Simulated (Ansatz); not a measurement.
A series of calculations on Bi2Te3

**1. Relaxation**

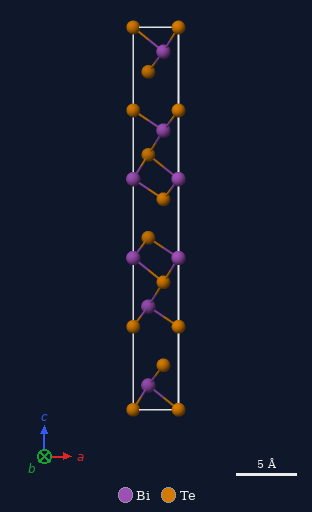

Crystalline Bi2Te3 (set up in R-3m), before the relaxation. The picture is a ball-and-stick view of the conventional cell (3 times the calculation's cell), seen along the b axis. Lengths and directions refer to the drawn axes.

Case: volume × 0.97, shape and atoms relaxed.

Method: DFT r2SCAN, scalar-relativistic, plane waves, PAW in Ansatz 0.2.0.

Input
```yaml
crystal:
  lattice:
    - [2.1870309333, 1.262682898, 10.6642580932]
    - [-2.1870309333, 1.262682898, 10.6642580932]
    - [0.0, -2.5253657961, 10.6642580932]
  atoms:
    - { symbol: Bi, position: [0.3968272165, 0.3968272165, 0.3968272165] }
    - { symbol: Bi, position: [0.6031727835, 0.6031727835, 0.6031727835] }
    - { symbol: Te, position: [0.0, 0.0, 0.0] }
    - { symbol: Te, position: [0.2170825055, 0.2170825055, 0.2170825055] }
    - { symbol: Te, position: [0.7829174945, 0.7829174945, 0.7829174945] }
basis:
  ecutwfc: 500
kpoints:
  mp_grid: { grid: [12, 12, 12] }
hamiltonian:
  xc: r2scan
scf:
  occupations: { method: gaussian, width: 0.02 }
output:
  forces: true
  stress: true
  eigenvalues: true
relax:
  adjacent_minimum: "off"
  f_tol: 0.01
  max_steps: 30
  cell: { stress_tol: 0.1, fix: [volume] }
```

Run as
```bash
ansatz run input.yaml --threads 2 --pin off --max-ram 5120MiB --backend cpu --events-out ev --progress --plain --runs-dir out
```

What does the optimiser find from here?

The energy falls by 3.0 meV per atom in 1 accepted move (3 points after the start). Largest force component: 0.24 eV/Å at the start, 0.0076 eV/Å at the end. Pressure: 1.57 GPa at the start and 0.69 GPa at the end. The line search rejected the trial step at point 1 of the run. The SCF was repeated once at an unchanged geometry on a basis and grid sized afresh for the cell, which shifted the energy by less than 0.05 meV per atom at most. The largest moves relative to the cell, 0.075 Å, are those of Te4 and Te5. Te4 goes along −c. Largest moves by element: Te 0.075 Å, Bi 0.036 Å. The drawn cell changes at constant volume: a = b 4.374 → 4.393 Å (+0.4 %), c 31.993 → 31.716 Å (−0.9 %). Among the contacts that change: Bi1–Te5 3.037 → 3.060 Å, Bi1–Te3 3.241 → 3.261 Å. The space group stays R-3m (No. 166). The run took 6.7 min on 2 threads of Arm Neoverse V1, with other jobs on the host, peak memory 1.8 GiB.

After the run, drawn alike:

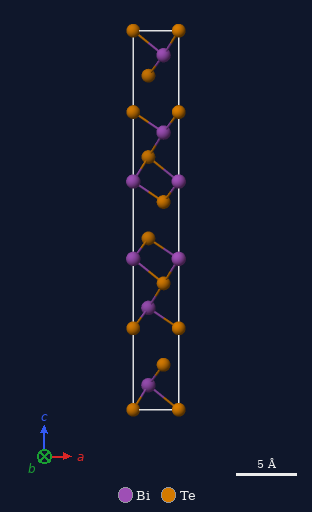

Limits of the set-up: layers or molecules are held without a dispersion correction, so their spacing is unreliable.

**2. Relaxation**

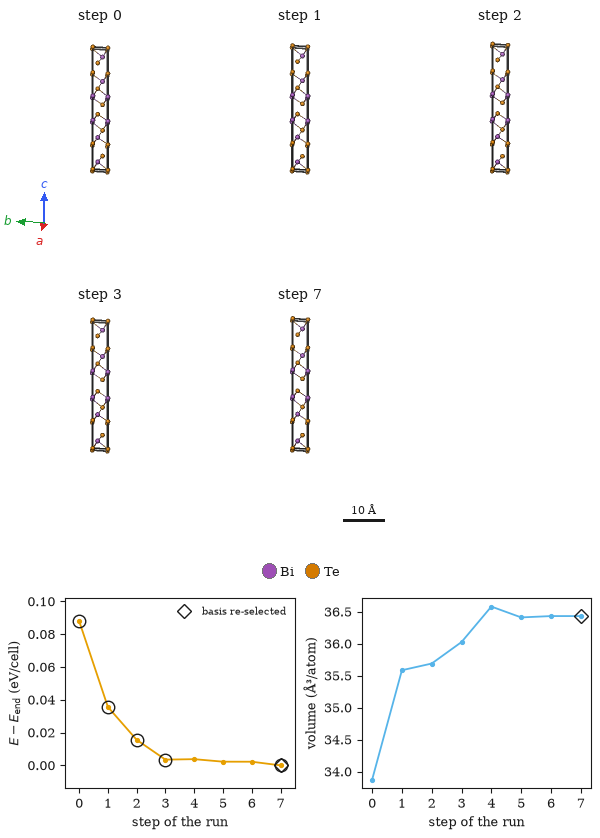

Frames of a relaxation of crystalline Bi₂Te₃ (set up in R-3m), marked on the history of the run. Style: ball-and-stick. Shown: the conventional cell (3 times the calculation's cell), from a free direction. Lengths and directions refer to the drawn axes.

The calculation used DFT r2SCAN, scalar-relativistic, plane waves, PAW (Ansatz). (plane-wave cutoff 500 eV; k-point mesh 12 × 12 × 12; occupations gaussian; smearing width 0.02 eV; no spin polarisation; cell and atoms relaxed; force threshold 0.005 eV/Å; at most 80 steps)

Describe the path.

The largest moves relative to the cell, 0.25 Å, are those of Te atoms. By element the largest moves are Te 0.25 Å, Bi 0.10 Å. The drawn cell changes as follows: a = b 4.386 → 4.419 Å (+0.7 %), c 30.497 → 32.319 Å (+6.0 %); the volume changes by +7.6 %. Some distances before and after: Bi–Te 3.247 → 3.274 Å, Bi–Te 3.074 → 3.068 Å. The space group stays R-3m (No. 166). The energy falls by 88.1 meV per cell of the calculation in 6 accepted moves (7 points after the start). Largest force component: 0.29 eV/Å at the start, 0.00095 eV/Å at the end. Pressure: 1.28 GPa at the start and 0.01 GPa at the end. At 1 point the geometry stayed and the basis and grid were re-selected for the new cell (energy shift of 2.2 meV per cell of the calculation at most each time). The run took 12 min on 2 threads of Arm Neoverse V1, on a shared host, peak memory 1.8 GiB. From step 0 to 1: Te atoms move most (0.09 Å), volume +5.1 %, energy −52.5 meV per cell of the calculation. From step 1 to 2: Te atoms move most (0.05 Å), volume +0.3 %, energy −20.0 meV per cell of the calculation. From step 2 to 3: Te atoms move most (0.07 Å), volume +0.9 %, energy −12.1 meV per cell of the calculation. From step 3 to 7: Te atoms move most (0.04 Å), volume +1.1 %, energy −3.5 meV per cell of the calculation.

```
step  E − E(0), meV/atom  largest force component, eV/Å  pressure, GPa  volume, Å³/atom                      note
   0                0.00                         0.2940           1.28           33.871                          
   1              -10.49                         0.1235          -0.26           35.585                          
   2              -14.50                         0.0574          -0.04           35.690                          
   3              -16.91                         0.0265           0.15           36.026                          
   4              -16.86                         0.0821          -0.31           36.581                          
   5              -17.16                         0.0133          -0.02           36.412                          
   6              -17.17                         0.0010           0.00           36.433                          
   7              -17.61                         0.0009           0.01           36.433  same geometry, new basis
```

Limits of the set-up: layers or molecules are held without a dispersion correction, so their spacing is unreliable.

**3. A change**

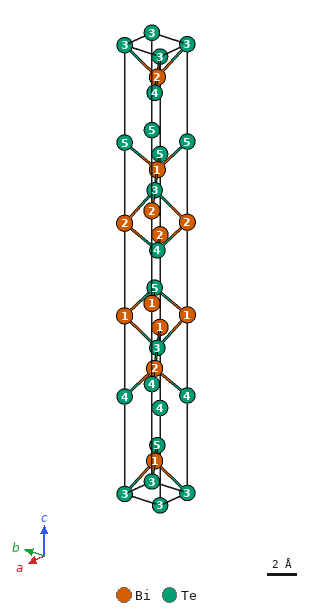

This is solid Bi2Te3 (set up in R-3m). The picture is a ball-and-stick view of the conventional cell (3 times the calculation's cell), seen from a free direction. Lengths and directions refer to the drawn axes.

The calculation used DFT r2SCAN, scalar-relativistic, plane waves, PAW (Ansatz 0.2.0). (plane-wave cutoff 500 eV; k-point mesh 12 × 12 × 12; occupations gaussian; smearing width 0.02 eV; no spin polarisation)

The variant: The volume is changed by −3.0 %. The cell's shape and the atoms are relaxed at that volume.

**What is the effect?**

It costs 2.2 meV per atom. The pressure goes from 0.0 to 0.7 GPa. The volume changes by −3.0 %, with a = b 4.419 → 4.393 Å (−0.6 %), c 32.319 → 31.716 Å (−1.9 %). The largest moves relative to the cell, 0.075 Å, are those of Te4 and Te5. Te5 goes along +c. Largest moves by element: Te 0.075 Å, Bi 0.036 Å. Near-neighbour distances before and after: Bi–Te 3.274 → 3.261 Å, Bi–Te 3.068 → 3.060 Å. The space group stays R-3m (No. 166).

Drawn alike, the variant:

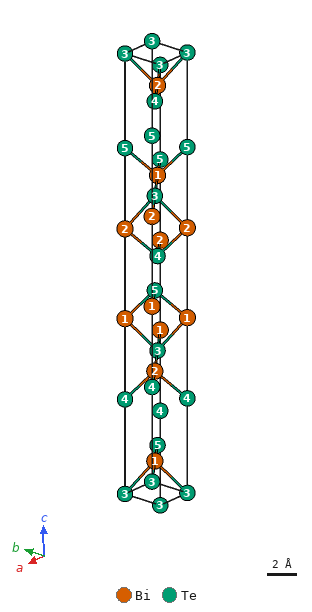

Limits of the set-up: layers or molecules are held without a dispersion correction, so their spacing is unreliable.
